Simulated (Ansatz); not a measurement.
## TiAl: 7 runs along one coordinate

System: TiAl (P-6m2, 2 atoms in the cell).
Method: Kohn-Sham DFT of a periodic cell, HSE06, Ansatz PAW, no spin polarisation (Ansatz 0.2.0).

The 7 runs differ only in the geometry, by an even scaling of the cell at fixed fractional positions. The structure derives from a Materials Project entry.

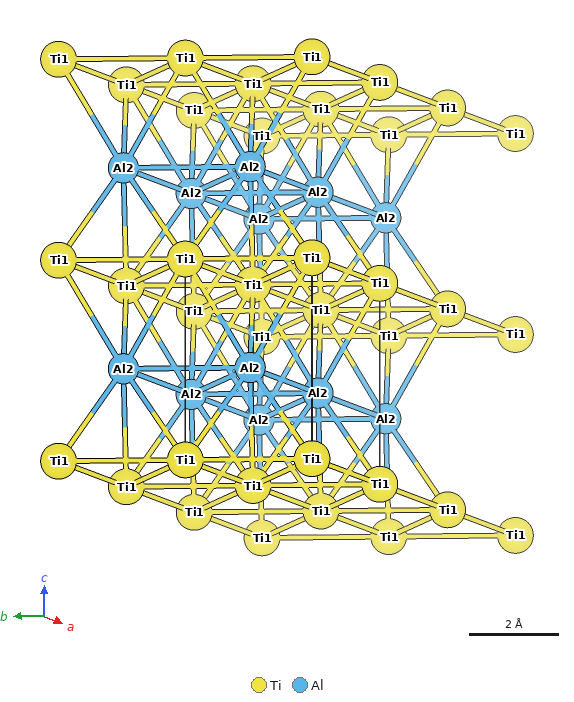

Figure 1. The structure of run 4 (ball-and-stick view of the cell of the calculation, repeated 3 × 2 × 2, seen at an oblique angle; atoms are numbered from 1 in the order of the input). An atom can appear more than once, as a periodic image.

**Input of run 4**
```yaml
crystal:
  lattice:
    - [2.8672622327, 0.0, 0.0]
    - [-1.4336311163, 2.4831219328, 0.0]
    - [0.0, 0.0, 4.678083]
  atoms:
    - { symbol: Ti, position: [0.0, 0.0, 0.0] }
    - { symbol: Al, position: [0.3333333333, 0.6666666667, 0.5] }
hamiltonian:
  xc: hse06
  pseudopotentials: { kind: paw }
kpoints:
  mp_grid: { grid: [6, 6, 4] }
scf:
  occupations: { method: fermi_dirac, width: 0.05 }
output:
  forces: true
  stress: true
  eigenvalues: true
```

Run 5 differs from it as follows:
```diff
-    - [2.8672622327, 0.0, 0.0]
-    - [-1.4336311163, 2.4831219328, 0.0]
-    - [0.0, 0.0, 4.678083]
+    - [2.8862512777, 0.0, 0.0]
+    - [-1.4431256388, 2.4995669282, 0.0]
+    - [0.0, 0.0, 4.709064585]
```

**Results, with one run withheld**

| run | volume per atom (Å³) | free energy per atom, from the lowest run given (meV) | pressure (GPa) |
| --- | --- | --- | --- |
| 1 | 15.654 | 15.83 | 6.62 |
| 2 | 15.987 | 5.10 | 3.76 |
| 3 | 16.320 | 0.00 | 1.17 |
| 4 | 16.653 | 0.06 | −1.19 |
| 5 | 16.986 | ? | ? |
| 6 | 17.320 | 13.75 | −5.27 |
| 7 | 17.653 | 26.55 | −7.03 |

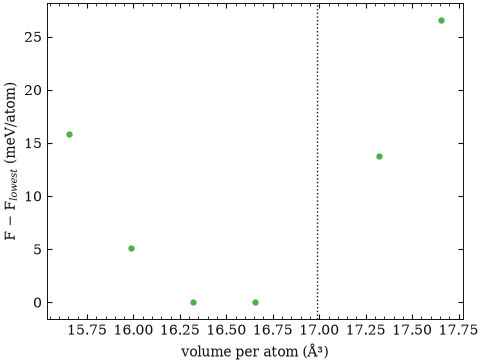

Figure 2. Free energy per atom of the runs given; the dotted line marks run 5.

Estimate the energy of run 5 from the others.

A cubic polynomial in V^(−2/3) (the Birch–Murnaghan form), fitted to the 6 runs given, misses them by at most 0.01 meV per atom. With x = V^(−2/3) − 0.15384 Å⁻², it reads F = −0.39693 − 640.91 x + 5.6646e+05 x² − 4.0836e+05 x³ (meV per atom). At run 5 it gives 4.77 meV per atom, and the run itself gives 4.79. The slope of the fit gives a pressure −dF/dV of −3.32 GPa there, and the run prints −3.33 GPa. The fit has its minimum at 16.482 Å³ per atom, where V d²F/dV² gives 117 GPa. Cell shape and fractional positions are held, so this is the stiffness under even scaling; the relaxed bulk modulus wasn't computed.

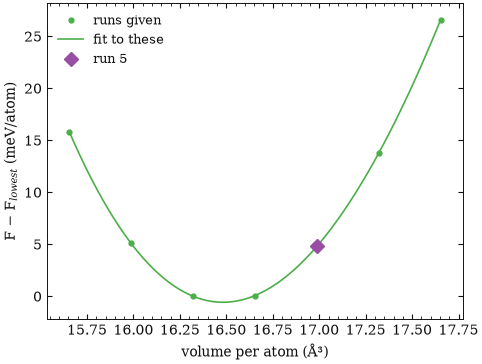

Figure 3. The fit and the withheld run.

**Output, shortened to warnings, some set-up lines, iterations and results (run 5)**
```
Warning: output.stress: scf.convergence.dr2_threshold = 1e-7 eV (the SCF's general default) is looser than the 2e-10 eV advised for a printed stress (1e-10 eV for each atom of the cell: 2). What an SCF threshold leaves in a stress goes as its square root, and in the free energy as the threshold itself, and one threshold admits the most on a small cell: of the crystals measured, under no hybrid …
Warning: output.stress: scf.exx.energy_threshold = 1e-6 eV is looser than the 2e-8 eV advised for a stress under a hybrid functional (1e-8 eV for each atom of the cell: 2). Every SCF of the exchange loop can meet its threshold on dr2 while the loop round them stops early: no threshold on dr2 bounds what that leaves in the stress. Set scf.exx.energy_threshold to 2e-8 eV or tighter. The threshold …
Basis set: ecut = 420 eV, 663 PW (Γ), exchange–correlation on 40×40×64 points (8 copies of the dense FFT grid, shifted against one another)
Symmetry: 12 space group operations
k-points: 21 of 144 (time reversal used)
Initial density: superposition of atomic densities (neutral atoms: chi_scale 0, normalization atom), corrected by the library's trained network
[...]
SCF iter   1: F=—  HF=-3037.691247 eV  |F-HF|=—  |Δ(HF+E_count)|=         —  Δρ=6.62e-3  dr2=3.24e-2  ethr=1.77e-3  ⟨swp⟩=5.6  Hψ=1065  notcnv=0
SCF iter   2: F=—  HF=-3037.689746 eV  |F-HF|=—  |Δ(HF+E_count)|=   1.50e-3  Δρ=5.21e-3  dr2=2.14e-2  ethr=2.16e-4  ⟨swp⟩=2.0  Hψ=468  notcnv=0
SCF iter   3: F=—  HF=-3037.686775 eV  |F-HF|=—  |Δ(HF+E_count)|=   2.97e-3  Δρ=9.57e-4  dr2=2.70e-4  ethr=1.92e-6  ⟨swp⟩=3.5  Hψ=1107  notcnv=0
SCF iter   4: F=—  HF=-3037.686720 eV  |F-HF|=—  |Δ(HF+E_count)|=   5.52e-5  Δρ=3.85e-4  dr2=5.06e-5  ethr=1.80e-6  ⟨swp⟩=3.3  Hψ=476  notcnv=0
SCF iter   5: F=—  HF=-3037.686715 eV  |F-HF|=—  |Δ(HF+E_count)|=   4.42e-6  Δρ=5.76e-5  dr2=6.97e-7  ethr=3.37e-7  ⟨swp⟩=3.1  Hψ=458  notcnv=0
[... 17 lines ...]
SCF iter   3: F=—  HF=-3037.375340 eV  |F-HF|=—  |Δ(HF+E_count)|=   2.55e-7  Δρ=4.13e-5  dr2=1.09e-6  ethr=5.86e-9  ⟨swp⟩=4.0  Hψ=519  notcnv=0
SCF iter   4: F=—  HF=-3037.375340 eV  |F-HF|=—  |Δ(HF+E_count)|=   2.82e-7  Δρ=1.49e-5  dr2=3.42e-8  ethr=5.86e-9  ⟨swp⟩=2.7  Hψ=433  notcnv=0
SCF iter   5: F=—  HF=-3037.375340 eV  |F-HF|=—  |Δ(HF+E_count)|=   9.85e-9  Δρ=7.82e-6  dr2=2.63e-8  ethr=2.26e-10  ⟨swp⟩=4.6  Hψ=796  notcnv=0
SCF iter   6: F=-3037.375340 eV  HF=-3037.375340 eV  |F-HF|=1.65e-9  |Δ(HF+E_count)|=   6.95e-9  Δρ=1.70e-6  dr2=1.73e-9  ethr=1.67e-10  ⟨swp⟩=3.5  Hψ=470  notcnv=0  defer=1
SCF 3 converged in 6 iterations: F = -3037.375340 eV  dr2 = 1.73e-9
  Residual-converged pass: ⟨swp⟩=3.0  Hψ=509  notcnv=0  max |occ|·‖R‖ = 2.4e-6 eV (tolerance 2.4e-6 eV)  dr2=1.99e-9  dr2_onsite=1.65e-10  max |Δocc| = 2.6e-10
hybrid outer 2: dexx = +2.299e-6 eV, tail = 2.65e-8 eV, Δε = 4.11e-3 eV (about 1.05e-4 eV left of the loop's levels)
hybrid SCF converged: 2 outer / 15 inner (+9 warm-up), last move |dexx| = 2.30e-6 eV, tail = 2.65e-8 eV
Stability not checked: this state was not tested for a lower state beside it, because the functional holds exact exchange (a hybrid, or Hartree-Fock), whose exchange loop this test does not read (fock_operator; see scf.lower_state_search)
Free energy (F): -3037.375340 eV
Frozen-core exchange: fock
Harris-Foulkes:  -3037.375340 eV  (|F-HF|=1.65e-9)
Internal energy: -3037.361241 eV  (E = F + TS)
E sigma→0 (E₀):  -3037.368290 eV
Entropy (-TS):   -0.014099 eV (-7.049 meV/atom)
Fermi energy:    10.122868 eV
--- Per-component energies (eV) ---
  E_band       = -207.020176
  E_kinetic    = 294.094119
  E_local      = -1155.151495  (includes V_loc(G=0)·N_el)
  E_nonlocal   = 15.161530
  E_hartree    = 494.662876
  E_xc         = -111.540954
  E_vxc        = -121.647666  (∫ρ·V_xc dr)
  E_exx        = -42.542161  (= α·E_x^exact, valence–valence)
  E_paw        = -1496.700348  (= ΣΔE_a)
  E_vpaw       = -143.716511  (= ΣTr[D̂ρ^β])
  E_aug_tail   = 0.000117  (compensation charges beyond the density's cutoff)
  E_ewald      = -1035.128141
  E_core_change = -0.216786  (= ΣΔE_core)
  E_smearing   = -0.014099  (= −TS)
  E_closure    = 0.000003  (closes the sum)
  Σ components = -3037.375340   (vs F -3037.375340, Δ=4.55e-13)
--- Forces (eV/Å), atoms counted from 1 ---
  atom   1  Ti    -0.00000000    -0.00000000    -0.00000000
  atom   2  Al     0.00000000    -0.00000000    -0.00000000
  max |Σ_I F_I| component: 2.31e-17 eV/Å
--- Stress (GPa, compression-positive) ---
       -2.660548      -0.000000      -0.000000
       -0.000000      -2.660548      -0.000000
       -0.000000      -0.000000      -4.658914
  P = ⅓ Tr σ = -3.3267 GPa (-33.267 kbar)
```

The program warns: the exchange loop's threshold is looser than advised for the stress; the SCF threshold is looser than advised for the printed stress.
